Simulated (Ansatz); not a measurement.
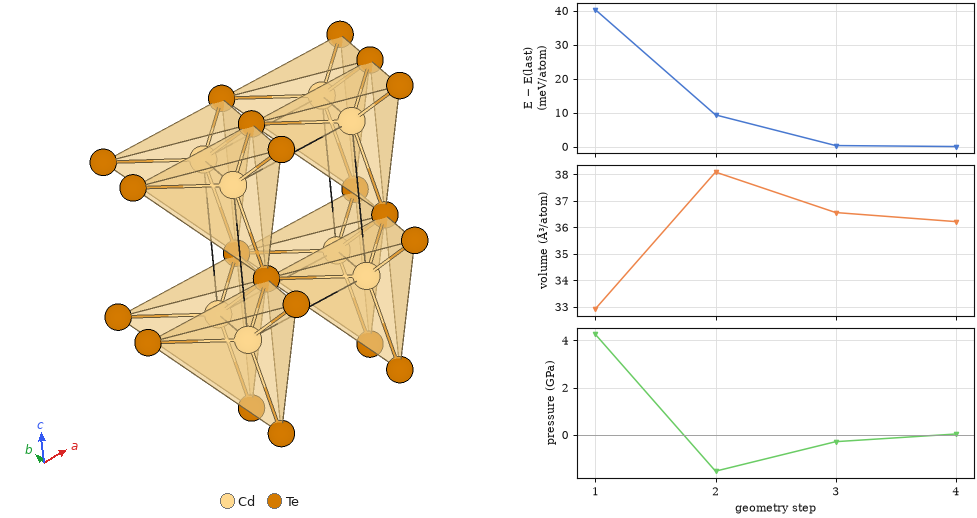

Beside the plot: the structure at the start.

History of a geometry optimisation. Atoms and cell relax. A closing SCF on a freshly chosen basis isn't drawn.

```
crystal:
  lattice:
    - [0.0, 3.205, 3.205]
    - [3.205, 0.0, 3.205]
    - [3.205, 3.205, 0.0]
  atoms:
    - { symbol: Cd, position: [0.0, 0.0, 0.0] }
    - { symbol: Te, position: [0.25, 0.25, 0.25] }
kpoints:
  mp_grid: { grid: [9, 9, 9] }
scf:
  occupations: { method: fermi_dirac, width: 0.05 }
  algorithm: direct_min
hamiltonian:
  xc: pbe
  pseudopotentials: { kind: all_electron, lapw: { basis_error: 0.001 } }
output:
  forces: true
  stress: true
relax:
  f_tol: 0.005
  max_steps: 80
  cell: {}
```

Launched with:
```bash
ansatz run input.yaml --threads 1 --pin off --max-ram 2048MiB --backend cpu --events-out ev --progress --plain --runs-dir out
```

Q: How did the optimisation end?

A: The optimisation met its thresholds at geometry 4, counting the start as the first. The energy fell by about 40 meV/atom from the first step to the last. All forces vanish by symmetry, so only the cell moves.

Q: Was the starting cell too large or too small?

A: The volume grows from 32.9 to 36.2 Å³ per atom (+10 %), overshooting to 38.1 at step 2, as the pressure goes from 4.3 GPa to about 0 GPa. The start was compressed.
